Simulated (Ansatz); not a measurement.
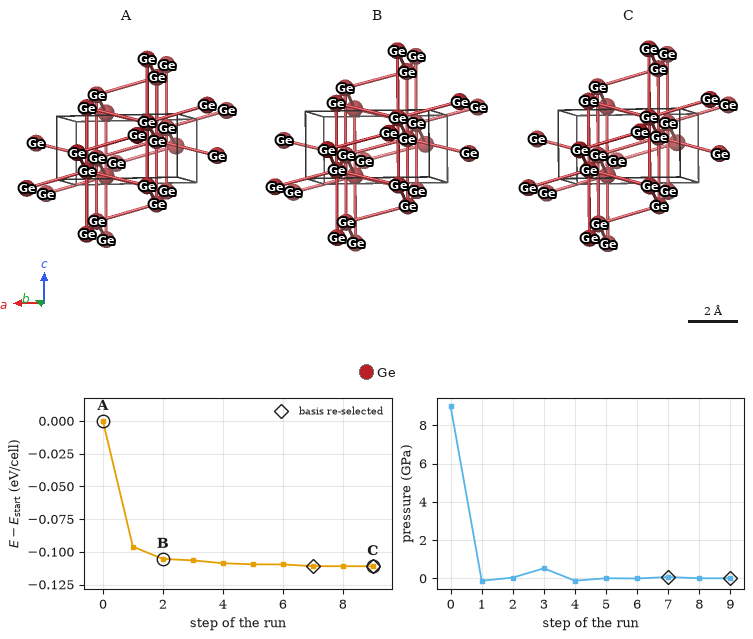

Frames of a relaxation of a crystal of Ge (set up in P-1), marked on the history of the run. Style: ball-and-stick. Shown: the conventional cell (2 times the calculation's cell), from a free direction. Lengths and directions refer to the drawn axes.

Case: all atoms moved at random, sigma 0.02 Å for each component, cell strained at random, sigma 0.03; relaxed back.

Level of theory: Ansatz 0.2.0, DFT PBEsol, scalar-relativistic, plane waves, PAW.

Input
```yaml
crystal:
  lattice:
    - [-2.5262539603, 2.4882962335, 1.2959928085]
    - [2.5232927655, -2.5074866632, 1.3257581682]
    - [2.5660030185, 2.5472613404, -1.3311933111]
  atoms:
    - { symbol: Ge, position: [0.1217454909, 0.8734792534, 0.2496789345] }
    - { symbol: Ge, position: [0.8782545091, 0.1265207466, 0.7503210655] }
basis:
  ecutwfc: 420
kpoints:
  mp_grid: { grid: [14, 14, 14] }
hamiltonian:
  xc: pbesol
scf:
  occupations: { method: gaussian, width: 0.15 }
output:
  forces: true
  stress: true
  eigenvalues: true
relax:
  adjacent_minimum: "off"
  f_tol: 0.01
  max_steps: 80
  cell: { stress_tol: 0.1 }
```

Run as
```bash
ansatz run input.yaml --threads 1 --pin off --max-ram 2560MiB --backend cpu --events-out ev --progress --plain --runs-dir out
```

Question: What happens along the run?

Answer: The largest moves relative to the cell, 0.009 Å, are those of Ge1 and Ge2. Ge1 goes roughly along [−1 1 −3]. The drawn cell changes as follows: a 5.036 → 5.085 Å (+1.0 %), b 5.089 → 5.085 Å (−0.1 %), c 2.622 → 2.840 Å (+8.3 %), α 90.1° → 90.0°, β 90.8° → 90.0°, γ 89.1° → 90.0°; the volume changes by +9.3 %. Among the contacts that change: Ge1–Ge1 2.622 → 2.840 Å, Ge1–Ge2 2.604 → 2.640 Å, Ge1–Ge2 (another image) 2.630 → 2.640 Å. Bond angles that change, for instance: Ge2–Ge1–Ge2 151.6° → 148.8°. The space group (tolerance 0.01 Å) goes from P-1 (No. 2) to I4_1/amd (No. 141). Over 7 accepted moves (9 points after the start) the energy falls by 0.111 eV per cell of the calculation. Largest force component: 0.039 eV/Å at the start, 0.00012 eV/Å at the end. The pressure goes from 8.98 to 0.01 GPa. At 2 points the geometry stayed and the basis and grid were re-selected for the new cell (energy shift of 1.4 meV per cell of the calculation at most each time). The run took 3.6 min on 1 thread of Intel(R) Xeon(R) 6975P-C (Granite Rapids), on a shared host, peak memory 1.1 GiB. From step 0 to 2: Ge atoms move most (0.03 Å), volume +9.2 %, energy −0.105 eV per cell of the calculation. From step 2 to 9: Ge atoms move most (0.03 Å), volume +0.1 %, energy −5.6 meV per cell of the calculation.
